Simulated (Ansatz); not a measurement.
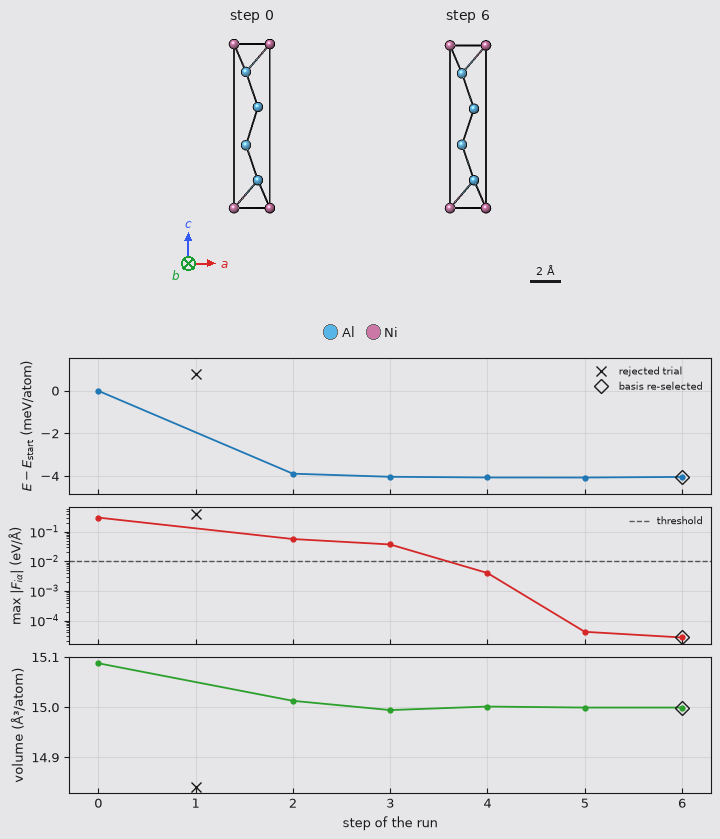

First and last geometry of a relaxation of solid Al₄Ni (a generated structure, set up in P-3m1), with the history of the run. A ball-and-stick model of the cell of the calculation, seen along the b axis.

These are results of Ansatz, DFT PBE, scalar-relativistic, plane waves, PAW, not measurements.

Input
```yaml
crystal:
  lattice:
    - [2.8017864193, 0.0, 0.0]
    - [-1.4008932096, 2.4264182151, 0.0]
    - [0.0, 0.0, 11.096811309]
  atoms:
    - { symbol: Al, position: [0.3333333333, 0.6666666667, 0.8300497243] }
    - { symbol: Al, position: [0.3333333333, 0.6666666667, 0.3836273356] }
    - { symbol: Al, position: [0.6666666667, 0.3333333333, 0.1699502757] }
    - { symbol: Al, position: [0.6666666667, 0.3333333333, 0.6163726644] }
    - { symbol: Ni, position: [0.0, 0.0, 0.0] }
basis:
  ecutwfc: 420
kpoints:
  mp_grid: { grid: [18, 18, 4] }
hamiltonian:
  xc: pbe
scf:
  occupations: { method: gaussian, width: 0.1 }
output:
  forces: true
  stress: true
  eigenvalues: true
relax:
  adjacent_minimum: "off"
  f_tol: 0.01
  max_steps: 80
  cell: { stress_tol: 0.05 }
```

Launched with:
```bash
ansatz run input.yaml --threads 1 --pin off --max-ram 2560MiB --backend cpu --events-out ev --progress --plain --runs-dir out
```

> Read the history and describe the run.

It converged. The largest moves relative to the cell, 0.064 Å, are those of Al2 and Al4. Al4 goes along −c. Ni stays in place. The volume changes by −0.6 %, with a = b 2.802 → 2.805 Å (+0.1 %), c 11.097 → 11.003 Å (−0.8 %). Among the contacts that change: Al2–Al4 3.047 → 2.923 Å, Al1–Al4 2.870 → 2.894 Å. The space group stays P-3m1 (No. 164). The energy falls by 4.0 meV per atom in 4 accepted moves (6 points after the start). The largest force component goes from 0.3 to under 0.0001 eV/Å. Pressure: −0.07 GPa at the start and 0.00 GPa at the end. The line search rejected the trial step at point 1 of the run. The SCF was repeated once at an unchanged geometry on a basis and grid sized afresh for the cell, which shifted the energy by less than 0.05 meV per atom at most. The run took 2.9 min on 1 thread of Arm Neoverse N1, on a shared host, peak memory 0.46 GiB.

Limits of the set-up: an element that often carries a moment was run without spin polarisation.
